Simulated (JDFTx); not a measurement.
**Fixed potential calculation of Mo (part 2 of 2)**

The same run, continued: Mo (slab, 5 atoms in the cell); Kohn-Sham DFT of a periodic cell, revPBE, PseudoDojo-SR-PBE-0.5-standard, no spin polarisation (JDFTx 1.7.0 (patched build)); cutoff 1088.45 eV, 4×4×1 k-mesh, fermi-dirac of 0.05 eV. The structure derives from an entry of the Crystallography Open Database. The settings are looser than a standard set-up, so the numbers are not reference values.

Geometry of the input (Å; fractional positions):
```
2.8496  0.0000  -0.0000
-1.4248  2.4679  0.0000
0.0000  0.0000  24.3069
Mo 0.6667  0.3333  0.3086
Mo 0.3333  0.6667  0.4043
Mo 0.0000  0.0000  0.5000
Mo 0.6667  0.3333  0.5957
Mo 0.3333  0.6667  0.6914
```

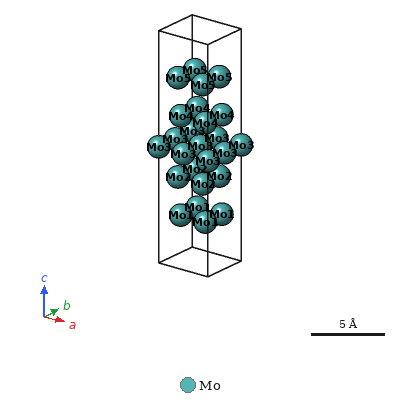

*The input geometry (spheres-only view of the 2 × 2 repeat of the cell, with the vacuum cut short, seen slightly off an axis; atoms are numbered from 1 in the order of the input). An atom can appear more than once, as a periodic image.*

## What the program printed, continued
```
	Linear fluid (dielectric constant: 38.8, screening length: 5.71417 Bohr) occupying 0.640303 of unit cell:	Completed after 13 iterations at
	FillingsUpdate:  mu: -0.181524000  nElectrons: 69.976463
	SubspaceRotationAdjust: set factor to 0.0139
ElecMinimize: Iter:  10  G: -329.415247267407722  |grad|_K:  2.600e-06  alpha:  1.765e-01  linmin: -9.086e-04
	Linear fluid (dielectric constant: 38.8, screening length: 5.71417 Bohr) occupying 0.640392 of unit cell:	Completed after 11 iterations at
	Linear fluid (dielectric constant: 38.8, screening length: 5.71417 Bohr) occupying 0.640473 of unit cell:	Completed after 12 iterations at
	FillingsUpdate:  mu: -0.181524000  nElectrons: 69.974464
	SubspaceRotationAdjust: set factor to 0.0113
	SubspaceRotationAdjust: resetting CG because factor has changed by 0.124161
	Linear fluid (dielectric constant: 38.8, screening length: 5.71417 Bohr) occupying 0.640473 of unit cell:	Completed after 0 iterations at
ElecMinimize: 	State modified externally: resetting search direction.
ElecMinimize: Iter:  11  G: -329.415253032034741  |grad|_K:  2.819e-06  alpha:  3.375e-01
	Linear fluid (dielectric constant: 38.8, screening length: 5.71417 Bohr) occupying 0.640506 of unit cell:	Completed after 11 iterations at
	Linear fluid (dielectric constant: 38.8, screening length: 5.71417 Bohr) occupying 0.640494 of unit cell:	Completed after 9 iterations at
	FillingsUpdate:  mu: -0.181524000  nElectrons: 69.976291
	SubspaceRotationAdjust: set factor to 0.0118
ElecMinimize: Iter:  12  G: -329.415257388309158  |grad|_K:  1.572e-06  alpha:  2.178e-01  linmin:  2.002e-05
	Linear fluid (dielectric constant: 38.8, screening length: 5.71417 Bohr) occupying 0.640513 of unit cell:	Completed after 10 iterations at
ElecMinimize: 	Predicted alpha/alphaT>3.000000, increasing alphaT to 6.535026e-01.
	Linear fluid (dielectric constant: 38.8, screening length: 5.71417 Bohr) occupying 0.640551 of unit cell:	Completed after 11 iterations at
	Linear fluid (dielectric constant: 38.8, screening length: 5.71417 Bohr) occupying 0.640552 of unit cell:	Completed after 7 iterations at
	FillingsUpdate:  mu: -0.181524000  nElectrons: 69.976117
	SubspaceRotationAdjust: set factor to 0.0106
ElecMinimize: Iter:  13  G: -329.415261530605619  |grad|_K:  1.167e-06  alpha:  6.654e-01  linmin: -1.007e-04
	Linear fluid (dielectric constant: 38.8, screening length: 5.71417 Bohr) occupying 0.640613 of unit cell:	Completed after 9 iterations at
	Linear fluid (dielectric constant: 38.8, screening length: 5.71417 Bohr) occupying 0.640612 of unit cell:	Completed after 4 iterations at
	FillingsUpdate:  mu: -0.181524000  nElectrons: 69.976857
	SubspaceRotationAdjust: set factor to 0.0123
ElecMinimize: Iter:  14  G: -329.415263762484130  |grad|_K:  1.023e-06  alpha:  6.511e-01  linmin: -6.899e-05
	Linear fluid (dielectric constant: 38.8, screening length: 5.71417 Bohr) occupying 0.640669 of unit cell:	Completed after 11 iterations at
	Linear fluid (dielectric constant: 38.8, screening length: 5.71417 Bohr) occupying 0.640650 of unit cell:	Completed after 10 iterations at
	FillingsUpdate:  mu: -0.181524000  nElectrons: 69.977045
	SubspaceRotationAdjust: set factor to 0.0154
ElecMinimize: Iter:  15  G: -329.415264884231362  |grad|_K:  7.749e-07  alpha:  4.259e-01  linmin: -1.373e-04
	Linear fluid (dielectric constant: 38.8, screening length: 5.71417 Bohr) occupying 0.640675 of unit cell:	Completed after 9 iterations at
	Linear fluid (dielectric constant: 38.8, screening length: 5.71417 Bohr) occupying 0.640707 of unit cell:	Completed after 9 iterations at
	FillingsUpdate:  mu: -0.181524000  nElectrons: 69.977061
	SubspaceRotationAdjust: set factor to 0.0177
ElecMinimize: Iter:  16  G: -329.415266361969714  |grad|_K:  9.722e-07  alpha:  9.759e-01  linmin: -3.383e-04
	Linear fluid (dielectric constant: 38.8, screening length: 5.71417 Bohr) occupying 0.640793 of unit cell:	Completed after 10 iterations at
	Linear fluid (dielectric constant: 38.8, screening length: 5.71417 Bohr) occupying 0.640764 of unit cell:	Completed after 9 iterations at
	FillingsUpdate:  mu: -0.181524000  nElectrons: 69.975904
	SubspaceRotationAdjust: set factor to 0.0175
ElecMinimize: Iter:  17  G: -329.415267902844960  |grad|_K:  1.301e-06  alpha:  6.455e-01  linmin: -9.948e-05
	Linear fluid (dielectric constant: 38.8, screening length: 5.71417 Bohr) occupying 0.640869 of unit cell:	Completed after 11 iterations at
	Linear fluid (dielectric constant: 38.8, screening length: 5.71417 Bohr) occupying 0.640825 of unit cell:	Completed after 11 iterations at
	FillingsUpdate:  mu: -0.181524000  nElectrons: 69.976007
	SubspaceRotationAdjust: set factor to 0.0139
ElecMinimize: Iter:  18  G: -329.415269475508694  |grad|_K:  1.441e-06  alpha:  3.693e-01  linmin: -1.457e-05
	Linear fluid (dielectric constant: 38.8, screening length: 5.71417 Bohr) occupying 0.640895 of unit cell:	Completed after 11 iterations at
	Linear fluid (dielectric constant: 38.8, screening length: 5.71417 Bohr) occupying 0.640897 of unit cell:	Completed after 5 iterations at
	FillingsUpdate:  mu: -0.181524000  nElectrons: 69.974381
	SubspaceRotationAdjust: set factor to 0.012
ElecMinimize: Iter:  19  G: -329.415271454080596  |grad|_K:  1.188e-06  alpha:  3.782e-01  linmin:  6.452e-05
	Linear fluid (dielectric constant: 38.8, screening length: 5.71417 Bohr) occupying 0.640947 of unit cell:	Completed after 8 iterations at
	Linear fluid (dielectric constant: 38.8, screening length: 5.71417 Bohr) occupying 0.641019 of unit cell:	Completed after 9 iterations at
	FillingsUpdate:  mu: -0.181524000  nElectrons: 69.973007
	SubspaceRotationAdjust: set factor to 0.0135
ElecMinimize: Iter:  20  G: -329.415274712219684  |grad|_K:  1.217e-06  alpha:  9.161e-01  linmin: -2.490e-04
	Linear fluid (dielectric constant: 38.8, screening length: 5.71417 Bohr) occupying 0.641147 of unit cell:	Completed after 9 iterations at
	Linear fluid (dielectric constant: 38.8, screening length: 5.71417 Bohr) occupying 0.641123 of unit cell:	Completed after 8 iterations at
	FillingsUpdate:  mu: -0.181524000  nElectrons: 69.972588
	SubspaceRotationAdjust: set factor to 0.0126
ElecMinimize: Iter:  21  G: -329.415277472100513  |grad|_K:  1.398e-06  alpha:  7.388e-01  linmin: -1.084e-04
	Linear fluid (dielectric constant: 38.8, screening length: 5.71417 Bohr) occupying 0.641243 of unit cell:	Completed after 10 iterations at
	Linear fluid (dielectric constant: 38.8, screening length: 5.71417 Bohr) occupying 0.641180 of unit cell:	Completed after 9 iterations at
	FillingsUpdate:  mu: -0.181524000  nElectrons: 69.971095
	SubspaceRotationAdjust: set factor to 0.00918
ElecMinimize: Iter:  22  G: -329.415279214731811  |grad|_K:  1.261e-06  alpha:  3.514e-01  linmin: -2.199e-04
	Linear fluid (dielectric constant: 38.8, screening length: 5.71417 Bohr) occupying 0.641222 of unit cell:	Completed after 10 iterations at
	Linear fluid (dielectric constant: 38.8, screening length: 5.71417 Bohr) occupying 0.641244 of unit cell:	Completed after 8 iterations at
	FillingsUpdate:  mu: -0.181524000  nElectrons: 69.970835
	SubspaceRotationAdjust: set factor to 0.00855
ElecMinimize: Iter:  23  G: -329.415281357195681  |grad|_K:  1.166e-06  alpha:  5.328e-01  linmin: -2.378e-04
	Linear fluid (dielectric constant: 38.8, screening length: 5.71417 Bohr) occupying 0.641282 of unit cell:	Completed after 9 iterations at
	Linear fluid (dielectric constant: 38.8, screening length: 5.71417 Bohr) occupying 0.641287 of unit cell:	Completed after 6 iterations at
	FillingsUpdate:  mu: -0.181524000  nElectrons: 69.970199
	SubspaceRotationAdjust: set factor to 0.00901
ElecMinimize: Iter:  24  G: -329.415283423901201  |grad|_K:  1.183e-06  alpha:  6.016e-01  linmin: -3.565e-05
	Linear fluid (dielectric constant: 38.8, screening length: 5.71417 Bohr) occupying 0.641311 of unit cell:	Completed after 9 iterations at
	Linear fluid (dielectric constant: 38.8, screening length: 5.71417 Bohr) occupying 0.641307 of unit cell:	Completed after 7 iterations at
	FillingsUpdate:  mu: -0.181524000  nElectrons: 69.969123
	SubspaceRotationAdjust: set factor to 0.00818
ElecMinimize: Iter:  25  G: -329.415285239544801  |grad|_K:  1.089e-06  alpha:  5.151e-01  linmin:  7.838e-05
	Linear fluid (dielectric constant: 38.8, screening length: 5.71417 Bohr) occupying 0.641313 of unit cell:	Completed after 11 iterations at
	Linear fluid (dielectric constant: 38.8, screening length: 5.71417 Bohr) occupying 0.641314 of unit cell:	Completed after 7 iterations at
	FillingsUpdate:  mu: -0.181524000  nElectrons: 69.969178
	SubspaceRotationAdjust: set factor to 0.00758
ElecMinimize: Iter:  26  G: -329.415286882119574  |grad|_K:  9.021e-07  alpha:  5.504e-01  linmin: -6.872e-05
	Linear fluid (dielectric constant: 38.8, screening length: 5.71417 Bohr) occupying 0.641306 of unit cell:	Completed after 10 iterations at
	Linear fluid (dielectric constant: 38.8, screening length: 5.71417 Bohr) occupying 0.641306 of unit cell:	Completed after 4 iterations at
	FillingsUpdate:  mu: -0.181524000  nElectrons: 69.969009
	SubspaceRotationAdjust: set factor to 0.00783
ElecMinimize: Iter:  27  G: -329.415287925234338  |grad|_K:  8.098e-07  alpha:  5.088e-01  linmin:  3.527e-06
	Linear fluid (dielectric constant: 38.8, screening length: 5.71417 Bohr) occupying 0.641294 of unit cell:	Completed after 9 iterations at
	Linear fluid (dielectric constant: 38.8, screening length: 5.71417 Bohr) occupying 0.641296 of unit cell:	Completed after 6 iterations at
	FillingsUpdate:  mu: -0.181524000  nElectrons: 69.968876
	SubspaceRotationAdjust: set factor to 0.0081
ElecMinimize: Iter:  28  G: -329.415288636606817  |grad|_K:  5.915e-07  alpha:  4.309e-01  linmin:  2.764e-05
	Linear fluid (dielectric constant: 38.8, screening length: 5.71417 Bohr) occupying 0.641288 of unit cell:	Completed after 9 iterations at
	Linear fluid (dielectric constant: 38.8, screening length: 5.71417 Bohr) occupying 0.641285 of unit cell:	Completed after 7 iterations at
	FillingsUpdate:  mu: -0.181524000  nElectrons: 69.969163
	SubspaceRotationAdjust: set factor to 0.00791
ElecMinimize: Iter:  29  G: -329.415289155954099  |grad|_K:  5.065e-07  alpha:  5.897e-01  linmin:  3.431e-05
ElecMinimize: Converged (|Delta G|<1.000000e-06 for 2 iters).
Setting wave functions to eigenvectors of Hamiltonian

# Ionic positions in lattice coordinates:
ion Mo   0.666666666666667   0.333333333333333   0.308554534500000 0
ion Mo   0.333333333333333   0.666666666666667   0.404277267300000 0
ion Mo  -0.000000000000000   0.000000000000000   0.500000000000000 1
ion Mo   0.666666666666667   0.333333333333333   0.595722732700000 1
ion Mo   0.333333333333333   0.666666666666667   0.691445465500000 1

# Forces in Cartesian coordinates:
force Mo   0.000000000000000   0.000000000000000   0.001089243581699 0
force Mo   0.000000000000000   0.000000000000000  -0.000538741730761 0
force Mo   0.000000000000000  -0.000000000000000   0.000332745519817 1
force Mo   0.000000000000000  -0.000000000000000   0.000699200418108 1
force Mo   0.000000000000000  -0.000000000000000  -0.001736323534974 1

# Energy components:
   A_diel =        0.0046883895842505
   Eewald =     5204.4267973162768612
       EH =     5495.0412625530088917
     Eloc =   -11153.3584458805726172
      Enl =       42.9548974564975623
      Exc =      -51.3965660330851222
 Exc_core =        9.1766330690431790
       KE =      111.0372524811513273
  MuShift =        0.0004641712775604
-------------------------------------
     Etot =     -342.1130164768184727
       TS =        0.0033549570779374
-------------------------------------
        F =     -342.1163714338964041
      muN =      -12.7010822779422856
-------------------------------------
        G =     -329.4152891559540990

IonicMinimize: Iter:   0  G: -329.415289155954099  |grad|_K:  6.337e-04
IonicMinimize: None of the convergence criteria satisfied after 0 iterations.

#--- Lowdin population analysis ---
# oxidation-state Mo +0.033 +0.132 -0.004 +0.131 +0.028

Dumping 'charged.eigStats' ...
	eMin: -2.414292 at state 0 ( [ +0.000000 +0.000000 +0.000000 ] spin 0 )
	HOMO: -0.181985 at state 1 ( [ +0.000000 +0.250000 +0.000000 ] spin 0 )
	mu  : -0.181524
	LUMO: -0.180985 at state 0 ( [ +0.000000 +0.000000 +0.000000 ] spin 0 )
	eMax: -0.018806 at state 2 ( [ +0.000000 +0.500000 +0.000000 ] spin 0 )
	HOMO-LUMO gap: +0.001000
	Optical gap  : +0.008669 at state 2 ( [ +0.000000 +0.500000 +0.000000 ] spin 0 )
Done!
```

## Results in brief

```json
{"quantity": "outcome", "value": "converged"}
{"quantity": "electrons treated", "value": "70"}
{"quantity": "free energy", "value": "−9309.4607 eV"}
{"quantity": "Fermi energy", "value": "−4.940 eV"}
{"quantity": "gap on the k-point mesh", "value": "none (metallic)"}
{"quantity": "largest force (length of the vector)", "value": "0.089 eV/Å"}
{"quantity": "wall time", "value": "3.4 min"}
{"quantity": "peak memory", "value": "0.37 GiB"}
```

## Notes

The settings depart from the standard set-up of this series, which can bear on the numbers. Points of doubt noted for this run: coarse mesh; forces on coarse density grid; minimiser may end high.
